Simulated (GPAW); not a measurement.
**LiF (Fm-3m): how ε∞ follows the gap**

The empty bands of LiF (Fm-3m) are shifted up rigidly by Δ, and ε∞ is computed for each shift.

It takes space group Fm-3m (No. 225, cubic). Conventional cell: a = 4.028 Å, b = 4.028 Å, c = 4.028 Å, α = 90.00°, β = 90.00°, γ = 90.00°. F on site b is surrounded by 6 Li at 2.01 Å. Li on site a is surrounded by 6 F at 2.01 Å.

Method: GPAW 26.7.0, LDA, RPA, k-mesh 15×15×15, local fields up to 50 eV, Lorentzian half width 0.15 eV.

Launch of the response step: `OMP_NUM_THREADS=1 python df.py`. The series took 43 s in all, its band step included, on 1 thread of Arm Neoverse V1, on a shared host.

```
Δ (eV)     ε∞
  0.00  1.989
  0.40      ?
  0.80  1.941
  1.20  1.919
  1.60  1.898
  2.00  1.879
```

With one effective transition at E₀ and fixed dipole strength, ε∞ − 1 = A/(E₀ + Δ), so 1/(ε∞ − 1) is linear in Δ.

Working, on the rows shown:

| x = Δ (eV) | y = 1/(ε∞ − 1) |
| --- | --- |
| 0 | 1.01112 |
| 0.8 | 1.0627 |
| 1.2 | 1.08814 |
| 1.6 | 1.11359 |
| 2 | 1.13766 |

Means: x̄ = 1.12, ȳ = 1.0826. Σ(x − x̄)(y − ȳ) = 0.1502, Σ(x − x̄)² = 2.368. Slope = 0.1502 / 2.368 = 0.06342; intercept = ȳ − slope · x̄ = 1.0116. Turned back into ε∞, the line misses the rows shown by at most 0.00062.

What does the fit predict for the withheld row, and how well does it do?

At x = 0.4 the line gives y = 1.037, that is 1.964. The run gave 1.965, so the interpolation is off by 0.00066, 0.6 % of the range in the table.

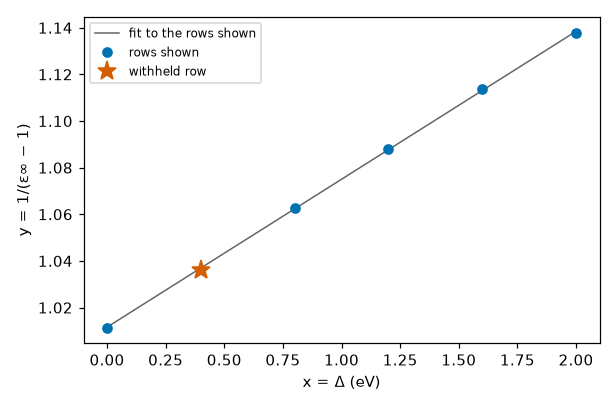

Refitted with all rows, the slope is 0.06358 and the intercept 1.0113. These give E₀ = intercept/slope = 15.9 eV, far above the least direct gap of 8.80 eV: most of the screening comes from transitions well over the edge. Over the first step ε∞ falls by 3 % per eV. Excitons are left out; LDA gaps are as a rule too small. The values come from a sum over the points of one k-mesh and carry its error, which grows as the direct gap shrinks. This version of GPAW has incomplete matrix elements in the optical limit, which can lower ε − 1 by up to a tenth where first-row anions or d states rule. The local-field cutoff holds few shells of reciprocal vectors for this small cell, so ε∞ can read a few per cent high.

[Logs are printed without paths, hosts, clocks, repeated set-up lines and the standing remarks that a program may print on its own settings, such as how far it seeks lower states.]
